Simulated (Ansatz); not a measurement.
K8Cl7 (cell charge +1, with a compensating background) (cell with a defect)

```cif
data_structure
_symmetry_space_group_name_H-M 'P 1'
_symmetry_Int_Tables_number 1
_cell_length_a 8.8267
_cell_length_b 8.8267
_cell_length_c 8.8267
_cell_angle_alpha 60.000
_cell_angle_beta 60.000
_cell_angle_gamma 60.000
_cell_volume 486.27
loop_
_atom_site_label
_atom_site_type_symbol
_atom_site_fract_x
_atom_site_fract_y
_atom_site_fract_z
_atom_site_occupancy
K1 K 0.51145 0.51145 0.98855 1
K2 K 0.51145 0.98855 0.98855 1
K3 K 0.98855 0.51145 0.98855 1
K4 K 0.00000 0.00000 0.00000 1
K5 K 0.50000 0.50000 0.50000 1
K6 K 0.51145 0.98855 0.51145 1
K7 K 0.98855 0.51145 0.51145 1
K8 K 0.98855 0.98855 0.51145 1
Cl1 Cl 0.25000 0.75000 0.25000 1
Cl2 Cl 0.75000 0.75000 0.25000 1
Cl3 Cl 0.75000 0.25000 0.25000 1
Cl4 Cl 0.25000 0.75000 0.75000 1
Cl5 Cl 0.25000 0.25000 0.75000 1
Cl6 Cl 0.75000 0.75000 0.75000 1
Cl7 Cl 0.75000 0.25000 0.75000 1
```

All numbers below come from Ansatz 0.2.0, DFT PBEsol, scalar-relativistic, plane waves, PAW.

### Predict the valence pseudo-density and electron localisation function between the atoms.

K–Cl (3.12 Å): the density is about 0.1 e/Å³ at the midpoint; the ELF is about 0.10 at the midpoint: an ionic contact with no shared pair.

### Does the calculation make it a metal, or give it a gap?

It is gapped, with a Kohn–Sham gap of 4.3 eV on the k-point mesh, an upper bound to the gap of this method.

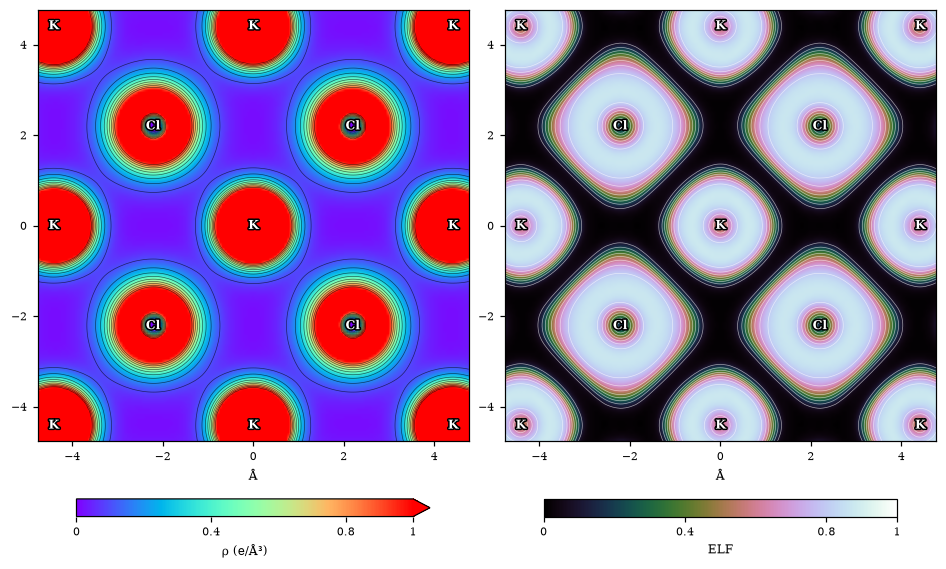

Computed valence pseudo-density and electron localisation function on the (011) plane of the calculation cell, in this order. 

In a PAW calculation such maps are meaningful between the atoms, not at the nuclei.
